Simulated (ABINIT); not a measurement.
**Run report: MgO, optical-spectrum calculation (part 1 of 2)**

- system: MgO (2 atoms in the cell)
- method: Kohn-Sham DFT of a periodic cell, PBEsol, PseudoDojo NC SR PBEsol v0.4.1 standard, no spin polarisation (ABINIT 10.8.3)

The structure derives from a Materials Project entry.

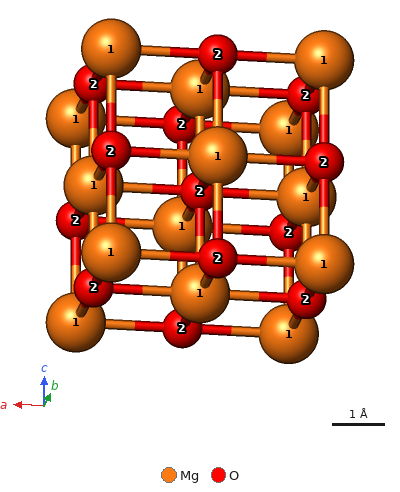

Fig. 1: The input geometry (ball-and-stick view of the cell 4 times as large as that of the calculation, set on its symmetry axes, seen at an oblique angle; atoms are numbered from 1 in the order of the input). Near neighbours in the crystal (not all of them lie inside the picture): Mg has 6 O at 2.10 Å; O has 6 Mg at 2.10 Å.

Input file:
```
# Datasets
ndtset 3

# Pseudopotentials
pp_dirpath "./"
pseudos "Mg.upf, O.upf"

# Structure
acell 2.9656078099 2.9656078099 2.9656078099 Angstrom
rprim
     0.0000000000     0.7071067812     0.7071067812
     0.7071067812     0.0000000000     0.7071067812
     0.7071067812     0.7071067812     0.0000000000
ntypat 2
znucl 12 8
natom 2
typat 1 2
xred
            0.0            0.0            0.0
            1/2            1/2            1/2

# Plane-wave basis
ecut 1034.032677 eV

# k points
ngkpt 8 8 8
nshiftk 4
shiftk
     0.5000000000     0.5000000000     0.5000000000
     0.5000000000     0.0000000000     0.0000000000
     0.0000000000     0.5000000000     0.0000000000
     0.0000000000     0.0000000000     0.5000000000
istwfk *1

# Exchange and correlation
ixc -116133

# Bands and occupations
occopt 1

# SCF cycle
nstep 80
diemac 6.0

# Output
iomode 3
prteig 0
prtebands 0

# Dataset 1: ground state
nband1 8
tolvrs1 1.0e-12
prtden1 1
prtwf1 0
kptopt1 1

# Dataset 2: empty bands at fixed density
iscf2 -2
getden2 1
nband2 20
nbdbuf2 4
tolwfr2 1.0e-12
nstep2 120
prtden2 0
kptopt2 1

# Dataset 3: wave functions and velocity matrix elements in the full zone
optdriver3 8
wfk_task3 "wfk_optics_fullbz"
getwfk3 2
nband3 16
kptopt3 1
prtevk3 1
inclvkb3 2
```

File optic.abi:
```
&FILES
 ddkfile_1 = 'runo_DS3_1_EVK.nc',
 ddkfile_2 = 'runo_DS3_2_EVK.nc',
 ddkfile_3 = 'runo_DS3_3_EVK.nc',
 wfkfile = 'runo_DS3_WFK.nc'
/
&PARAMETERS
 broadening = 0.001837,
 domega = 0.002,
 maxomega = 0.8,
 scissor = 0.000000,
 tolerance = 0.002
/
&COMPUTATIONS
 num_lin_comp = 1,
 lin_comp = 11,
 num_nonlin_comp = 0
/
```

Machine: 1 thread of Arm Neoverse V1, 24 GiB of memory available, shared host.

Launched with:
```bash
abinit run.abi > log 2>&1
optic optic.abi > optic.log 2>&1
```

Output:
```
.Version 10.8.3 of ABINIT
 DATASET    1 : space group Fm -3 m (#225); Bravais cF (face-center cubic)
================================================================================
 Values of the parameters that define the memory need for DATASET  1.
     intxc =       0    ionmov =       0      iscf =       7    lmnmax =       5
     lnmax =       5     mgfft =      32  mpssoang =       3    mqgrid =    3001
     natom =       2  nloc_mem =       1    nspden =       1   nspinor =       1
    nsppol =       1      nsym =      48    n1xccc =    2501    ntypat =       2
    occopt =       1   xclevel =       2
       mpw =        1406          nfft =       32768          nkpt =          60
================================================================================
================================================================================

 DATASET    2 : space group Fm -3 m (#225); Bravais cF (face-center cubic)
================================================================================
 Values of the parameters that define the memory need for DATASET  2.
     intxc =       0    ionmov =       0      iscf =      -2    lmnmax =       5
     lnmax =       5     mgfft =      32  mpssoang =       3    mqgrid =    3001
     natom =       2  nloc_mem =       1    nspden =       1   nspinor =       1
    nsppol =       1      nsym =      48    n1xccc =    2501    ntypat =       2
    occopt =       1   xclevel =       2
       mpw =        1406          nfft =       32768          nkpt =          60
================================================================================
================================================================================

 DATASET    3 : space group Fm -3 m (#225); Bravais cF (face-center cubic)
================================================================================
 Values of the parameters that define the memory need for DATASET  3.
     intxc =       0    ionmov =       0      iscf =       7    lmnmax =       5
     lnmax =       5     mgfft =      32  mpssoang =       3    mqgrid =    3001
     natom =       2  nloc_mem =       1    nspden =       1   nspinor =       1
    nsppol =       1      nsym =      48    n1xccc =    2501    ntypat =       2
    occopt =       1   xclevel =       2
       mpw =        1406          nfft =       32768          nkpt =          60
================================================================================
================================================================================

--------------------------------------------------------------------------------
------------- Echo of variables that govern the present computation ------------
--------------------------------------------------------------------------------
 -outvars: echo values of preprocessed input variables --------
            acell      5.6041865576E+00  5.6041865576E+00  5.6041865576E+00 Bohr
              amu      2.43050000E+01  1.59994000E+01
           diemac      6.00000000E+00
             ecut      3.80000000E+01 Hartree
           getden1          0
           getden2          1
           getden3          0
           getwfk1          0
           getwfk2          0
           getwfk3          2
             iscf1          7
             iscf2         -2
             iscf3          7
              ixc     -116133
           jdtset        1    2    3
                       outvar_i_n : Printing only first  50 k-points.
         kptrlatt        8   -8    8     -8    8    8     -8   -8    8
          kptrlen      6.34041331E+01
            natom           2
            nband1          8
            nband2         20
            nband3         16
           nbdbuf1          0
           nbdbuf2          4
           nbdbuf3          0
           ndtset           3
            ngfft          32      32      32
             nkpt          60
            nstep1         80
            nstep2        120
            nstep3         80
             nsym          48
           ntypat           2
        optdriver1          0
        optdriver2          0
        optdriver3          8
           prtden1          1
           prtden2          0
           prtden3          1
        prtebands           0
           prteig           0
           prtevk1          0
           prtevk2          0
           prtevk3          1
            prtwf1          0
            prtwf2          1
            prtwf3          1
            rprim      0.0000000000E+00  7.0710678120E-01  7.0710678120E-01
                       7.0710678120E-01  0.0000000000E+00  7.0710678120E-01
                       7.0710678120E-01  7.0710678120E-01  0.0000000000E+00
           shiftk      5.00000000E-01  5.00000000E-01  5.00000000E-01
          spgroup         225
           tolvrs1     1.00000000E-12
           tolvrs2     0.00000000E+00
           tolvrs3     0.00000000E+00
           tolwfr1     0.00000000E+00
           tolwfr2     1.00000000E-12
           tolwfr3     0.00000000E+00
            typat      1  2
         wfk_task1          0
         wfk_task2          0
         wfk_task3          7
                       outvars : Printing only first  50 k-points.
           xangst      0.0000000000E+00  0.0000000000E+00  0.0000000000E+00
                       2.0970013928E+00  2.0970013928E+00  2.0970013928E+00
            xcart      0.0000000000E+00  0.0000000000E+00  0.0000000000E+00
                       3.9627583180E+00  3.9627583180E+00  3.9627583180E+00
             xred      0.0000000000E+00  0.0000000000E+00  0.0000000000E+00
                       5.0000000000E-01  5.0000000000E-01  5.0000000000E-01
            znucl       12.00000    8.00000

================================================================================

 chkinp: Checking input parameters for consistency, jdtset=   1.

 chkinp: Checking input parameters for consistency, jdtset=   2.

 chkinp: Checking input parameters for consistency, jdtset=   3.

================================================================================
== DATASET  1 ==================================================================

--- !DatasetInfo
iteration_state: {dtset: 1, }
dimensions: {natom: 2, nkpt: 60, mband: 8, nsppol: 1, nspinor: 1, nspden: 1, mpw: 1406, }
cutoff_energies: {ecut:  38.0, pawecutdg:  -1.0, }
electrons: {nelect:   1.60000000E+01, charge:   0.00000000E+00, occopt:   1.00000000E+00, tsmear:   1.00000000E-02, }
meta: {optdriver: 0, ionmov: 0, optcell: 0, iscf: 7, paral_kgb: 0, }
...

 Real(R)+Recip(G) space primitive vectors, cartesian coordinates (Bohr,Bohr^-1):
 R(1)=  0.0000000  3.9627583  3.9627583  G(1)= -0.1261747  0.1261747  0.1261747
 R(2)=  3.9627583  0.0000000  3.9627583  G(2)=  0.1261747 -0.1261747  0.1261747
 R(3)=  3.9627583  3.9627583  0.0000000  G(3)=  0.1261747  0.1261747 -0.1261747
 Unit cell volume ucvol=  1.2445798E+02 bohr^3
 Angles (23,13,12)=  6.00000000E+01  6.00000000E+01  6.00000000E+01 degrees

 getcut: wavevector=  0.0000  0.0000  0.0000  ngfft=  32  32  32
         ecut(hartree)=     38.000   => boxcut(ratio)=   2.05769

--- Pseudopotential description ------------------------------------------------
- pspini: atom type   1  psp file is ./Mg.upf
  12.00000  10.00000  180301                  znucl, zion, pspdat
12 -116133 1 -1 1510                          pspcod,pspxc,lmax,lloc,mmax
     nproj     2     2     0

- pspini: atom type   2  psp file is ./O.upf
   8.00000   6.00000  180301                  znucl, zion, pspdat
12 -116133 2 -1 936                           pspcod,pspxc,lmax,lloc,mmax
     nproj     2     2     1

   2.46581907E+02                                ecore*ucvol(ha*bohr**3)
--------------------------------------------------------------------------------

================================================================================

--- !BeginCycle
iteration_state: {dtset: 1, }
solver: {iscf: 7, nstep: 80, nline: 4, wfoptalg: 0, }
tolerances: {tolvrs: 1.00E-12, }
...

     iter   Etot(hartree)      deltaE(h)  residm     vres2
 ETOT  1  -75.798496001695    -7.580E+01 3.524E-01 2.856E+02
 ETOT  2  -75.827013950884    -2.852E-02 1.563E-04 2.786E+02
 ETOT  3  -75.910425925612    -8.341E-02 1.108E-03 5.184E+00
 ETOT  4  -75.911740125096    -1.314E-03 1.074E-05 3.197E-02
 ETOT  5  -75.911746943599    -6.819E-06 1.045E-07 3.168E-03
 ETOT  6  -75.911747680574    -7.370E-07 6.890E-09 3.158E-05
 ETOT  7  -75.911747690123    -9.549E-09 1.668E-10 4.577E-08
 ETOT  8  -75.911747690138    -1.501E-11 7.168E-13 9.496E-10
 ETOT  9  -75.911747690135     3.595E-12 1.300E-14 1.591E-12
 ETOT 10  -75.911747690134     1.009E-12 1.471E-16 6.843E-14

 At SCF step   10       vres2   =  6.84E-14 < tolvrs=  1.00E-12 =>converged.
```
